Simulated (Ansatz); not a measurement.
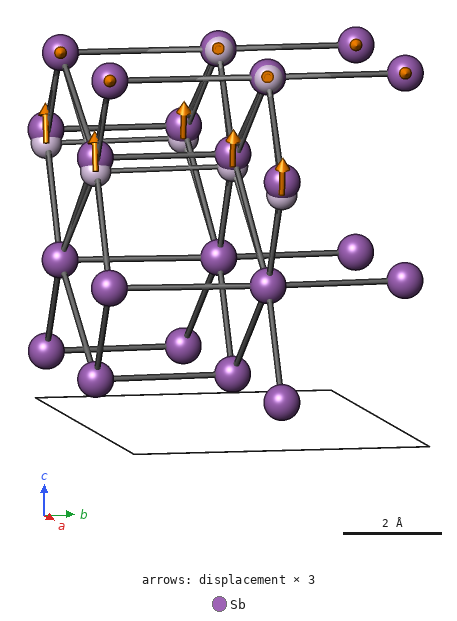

A constrained relaxation of a slab of composition Sb (cut from the R-3m phase). The starting structure is drawn faded, the final one solid; orange arrows show the displacements, 3 times their true length.

Style: ball-and-stick. Shown: the cell of the calculation, outlined in the plane, without the vacuum (origin shifted), slightly off an axis.

Case: clean slab, lower planes held. The slab is the (1 1 0) face of Sb. 8 atoms are held fixed.

Theory: Ansatz, DFT PBE+D3(BJ), scalar-relativistic, plane waves, PAW.

The input:
```yaml
crystal:
  lattice:
    - [8.8935614083, 0.0, 0.0]
    - [0.2437186956, 6.1971408622, 0.0]
    - [0.0, 0.0, 22.4848063837]
  atoms:
    - { symbol: Sb, position: [0.0138041431, 0.2638041431, 0.3557958144] }
    - { symbol: Sb, position: [0.5138041431, 0.2638041431, 0.3557958144] }
    - { symbol: Sb, position: [0.9861958569, 0.7361958569, 0.3557958144] }
    - { symbol: Sb, position: [0.4861958569, 0.7361958569, 0.3557958144] }
    - { symbol: Sb, position: [0.7638041431, 0.7638041431, 0.4519319381] }
    - { symbol: Sb, position: [0.2638041431, 0.7638041431, 0.4519319381] }
    - { symbol: Sb, position: [0.7361958569, 0.2361958569, 0.4519319381] }
    - { symbol: Sb, position: [0.2361958569, 0.2361958569, 0.4519319381] }
    - { symbol: Sb, position: [0.5138041431, 0.2638041431, 0.5480680619] }
    - { symbol: Sb, position: [0.0138041431, 0.2638041431, 0.5480680619] }
    - { symbol: Sb, position: [0.4861958569, 0.7361958569, 0.5480680619] }
    - { symbol: Sb, position: [0.9861958569, 0.7361958569, 0.5480680619] }
    - { symbol: Sb, position: [0.2638041431, 0.7638041431, 0.6442041856] }
    - { symbol: Sb, position: [0.7638041431, 0.7638041431, 0.6442041856] }
    - { symbol: Sb, position: [0.2361958569, 0.2361958569, 0.6442041856] }
    - { symbol: Sb, position: [0.7361958569, 0.2361958569, 0.6442041856] }
basis:
  ecutwfc: 420
kpoints:
  mp_grid: { grid: [2, 3, 1] }
hamiltonian:
  xc: pbe
  dispersion: d3bj
scf:
  occupations: { method: gaussian, width: 0.1 }
output:
  forces: true
  eigenvalues: true
  write_density: true
  write_potential: true
  elf: true
  volumetric_format: npy
relax:
  adjacent_minimum: "off"
  f_tol: 0.03
  max_steps: 70
  constraints: [{ sites: [0, 1, 2, 3, 4, 5, 6, 7] }]
efield:
  axis: 3
  dipole_correction: true
  ramp_width: 0.04
```

Run as
```bash
ansatz run input.yaml --threads 4 --pin off --max-ram 12288MiB --backend cpu --events-out ev --progress --plain --runs-dir out
```

Describe the change and its energy.

After 3 geometry steps the energy has fallen by 0.788 eV per cell of the calculation. Largest force component: 1.2 eV/Å at the start, 0.02 eV/Å at the end. The largest moves, 0.29 Å, are those of Sb9, Sb10, Sb11 and Sb12. Sb11 goes at 18° to the normal (+c side). The cell doesn't change. Some distances before and after: Sb10–Sb16 3.291 → 2.971 Å, Sb5–Sb12 2.930 → 3.194 Å, Sb5–Sb11 3.291 → 3.414 Å, Sb10–Sb15 2.930 → 2.883 Å. Bond angles that change, for instance: Sb15–Sb13–Sb15 170.9° → 178.7°, Sb15–Sb10–Sb16 91.1° → 98.8°, Sb12–Sb10–Sb12 170.9° → 177.5°.
